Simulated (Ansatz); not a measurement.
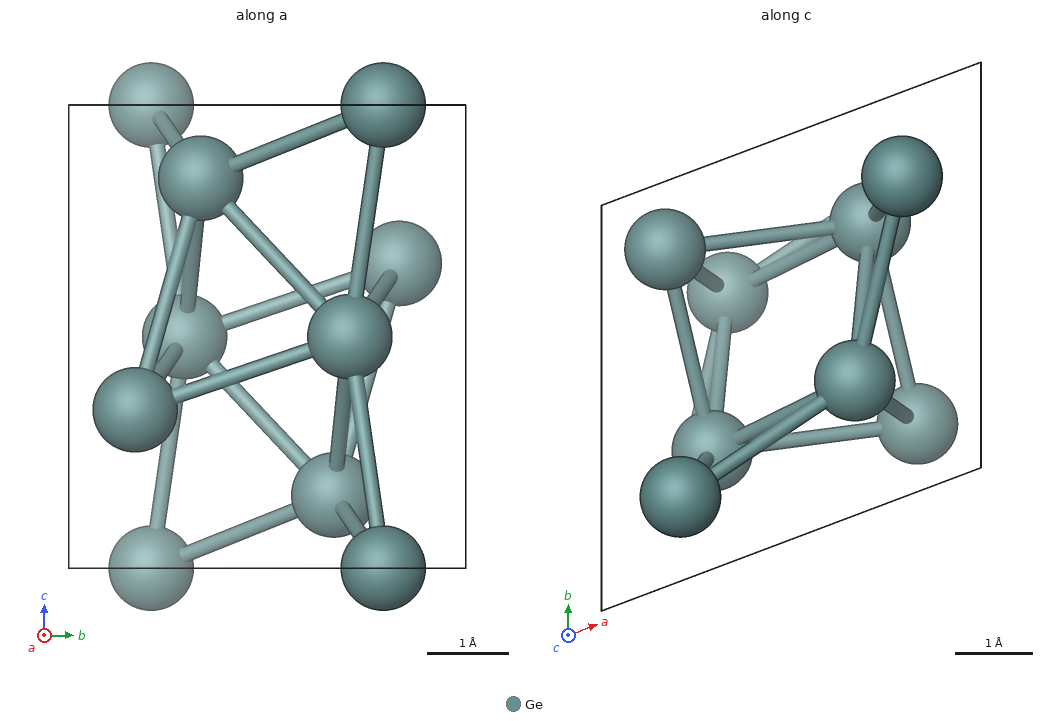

The image is a ball-and-stick drawing of a crystal, viewed along the a axis and along the c axis. Atoms at the boundary of the simulation cell (the box) are drawn once for each face, edge or corner they touch.

Input
```yaml
crystal:
  lattice:
    - [4.33681948, -2.99861268, 0.0]
    - [4.33681948, 2.99861268, 0.0]
    - [0.0, 0.0, 5.75046474]
  atoms:
    - { symbol: Ge, position: [0.29200635, 0.29200635, 0.5] }
    - { symbol: Ge, position: [0.79200635, 0.79200635, 0.0] }
    - { symbol: Ge, position: [0.70799365, 0.70799365, 0.5] }
    - { symbol: Ge, position: [0.20799365, 0.20799365, 0.0] }
    - { symbol: Ge, position: [0.6675954, 0.3324046, 0.84200263] }
    - { symbol: Ge, position: [0.3324046, 0.6675954, 0.15799737] }
    - { symbol: Ge, position: [0.8324046, 0.1675954, 0.34200263] }
    - { symbol: Ge, position: [0.1675954, 0.8324046, 0.65799737] }
basis:
  ecutwfc: 500
kpoints:
  mp_grid: { grid: [8, 8, 6] }
hamiltonian:
  xc: r2scan
scf:
  occupations: { method: gaussian, width: 0.1 }
output:
  forces: true
  stress: true
  eigenvalues: true
  populations: true
  write_density: true
  write_potential: true
  elf: true
  volumetric_format: npy
```
Run as:
```sh
ansatz run input.yaml --threads 1 --pin off --max-ram 2560MiB --backend cpu --events-out ev --progress --plain --runs-dir out
```

Run with Ansatz 0.2.0, DFT r2SCAN, scalar-relativistic, plane waves, PAW and these settings: a basis cut at 500 eV, 8×8×6 k-mesh, Gaussian smearing of 0.1 eV, no spin polarisation.

### Is it conducting or gapped at this level?

A metal: bands cross the Fermi level.

### Would the cell expand or shrink if it could?

The computed pressure is 1.2 GPa (compressed: it would expand). The stress isn't hydrostatic: its largest component is 2.7 GPa.

The cell started as a structure listed in the Materials Project. Earlier steps of the study may have refined or changed the cell and positions. Ansatz was used for an electronic-structure calculation on it.
